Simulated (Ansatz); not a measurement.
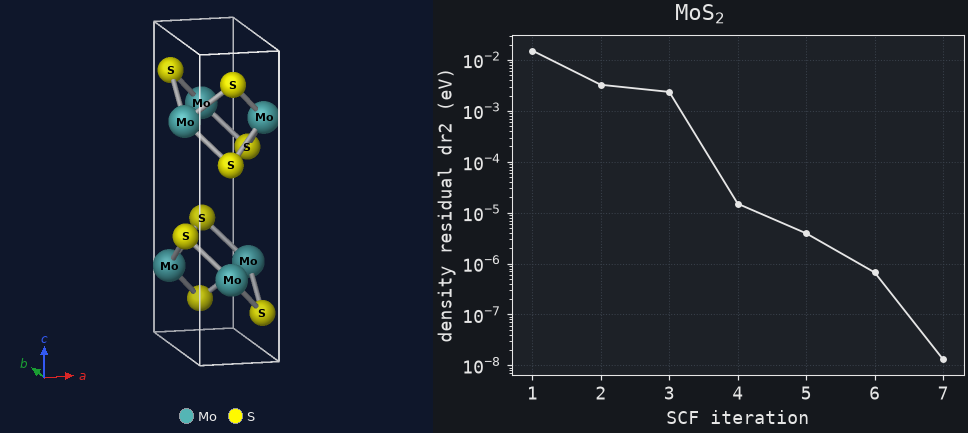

Beside the plot: the structure in its conventional cell.

The plot shows the SCF iterations of a calculation: density residual dr2. The starting density is a sum of atomic densities corrected by a trained network.

MoS₂ (6 atoms in the cell), run with Ansatz.

```
crystal:
  lattice:
    - [3.1492859261, 0.0, 0.0]
    - [-1.5746429631, 2.7273616158, 0.0]
    - [0.3628165869, 0.0, 12.0938862292]
  atoms:
    - { symbol: Mo, position: [0.6691595003, 0.3381303089, 0.249975865] }
    - { symbol: Mo, position: [0.3308404997, 0.6618696911, 0.750024135] }
    - { symbol: S, position: [0.321711248, 0.6714898656, 0.3794271089] }
    - { symbol: S, position: [0.6500289416, 0.3285104992, 0.8794763956] }
    - { symbol: S, position: [0.3499710584, 0.6714895008, 0.1205236044] }
    - { symbol: S, position: [0.678288752, 0.3285101344, 0.6205728911] }
basis:
  ecutwfc: 420
  ecutrho_ratio: 1
kpoints:
  mp_grid: { grid: [12, 12, 4] }
hamiltonian:
  xc: pbe
  dispersion: d3bj
scf:
  occupations: { method: gaussian, width: 0.02 }
  max_iter: 75
output:
  forces: true
  eigenvalues: true
  stress: true
```

Launched with:
```bash
ansatz run input.yaml --threads 1 --pin off --max-ram 2560MiB --backend cpu --events-out ev --progress --plain --runs-dir out
```

**Was self-consistency reached?**

It converged, after 7 iterations. The residual falls at every step. From the first spectrum the program read the system as an insulator and chose the Resta preconditioner.

**Is anything amiss with this input?**

The input holds an odd setting (a density cutoff under four times that of the waves). The SCF closed; whether the result suffers can't be told from this run alone.
